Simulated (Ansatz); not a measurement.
Consider Fe$_{15}$Co.

Space group Pm-3m; spin-polarised. Net moment 42.0 μB in the 16-atom cell of the calculation; other magnetic orders weren't tried. r2SCAN tends to overestimate the moments of metals. The cell comes from a database of computed structures, not from a measurement.

```
Fe Co
1.0
     5.72601    0.00000    0.00000
     0.00000    5.72601    0.00000
     0.00000    0.00000    5.72601
Fe Co
15 1
Cartesian
  2.8630 2.8630 2.8630
  2.8630 0.0000 2.8630
  2.8630 2.8630 0.0000
  0.0000 2.8630 2.8630
  2.8630 0.0000 0.0000
  0.0000 0.0000 2.8630
  0.0000 2.8630 0.0000
  1.4184 1.4184 1.4184
  1.4184 4.3076 1.4184
  1.4184 1.4184 4.3076
  4.3076 1.4184 1.4184
  4.3076 4.3076 1.4184
  1.4184 4.3076 4.3076
  4.3076 1.4184 4.3076
  4.3076 4.3076 4.3076
  0.0000 0.0000 0.0000
```

Level of theory: Ansatz 0.2.0, DFT r2SCAN, scalar-relativistic, plane waves, PAW.

Question: Predict the deformation density (crystal less neutral atoms): where will charge gather?

Answer: Co–Fe (2.46 Å): Δρ is +0.016 e/Å³ at the midpoint.
- Fe–Fe (2.47 Å): Δρ is +0.014 e/Å³ at the midpoint.
- Over the whole cell, outside the masked cores, the largest gain lies at the edge of the masked core of Co, and the largest loss lies there too, in other directions.
- The rearranged charge, half the integral of |Δρ|, is about 0.11 e an atom.
- Bader charges: Fe +0.02 and Co −0.26 e. Among metals such charges hang on how the charge between the atoms is shared out.

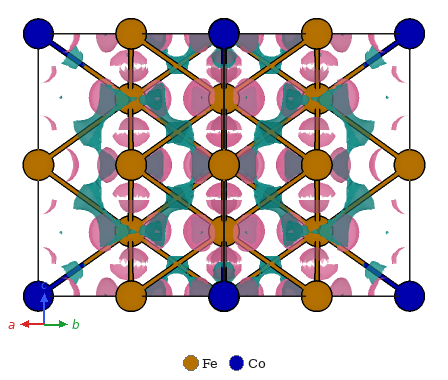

Computed deformation density: teal surfaces at +0.02 and pink ones at −0.02 e/Å³, in the conventional cell seen along [110] (the regions close to the nuclei are left out).

Cores are masked to 0.9 Å (Fe) and 0.8 Å (Co).

Core electrons are frozen (PAW), so the fields are smoothed inside the atomic spheres.

The run took 2.9 min on 4 threads of Intel(R) Xeon(R) Platinum 8259CL CPU @ 2.50GHz (Skylake/Cascade Lake) (shared host), peak memory 2.4 GiB.
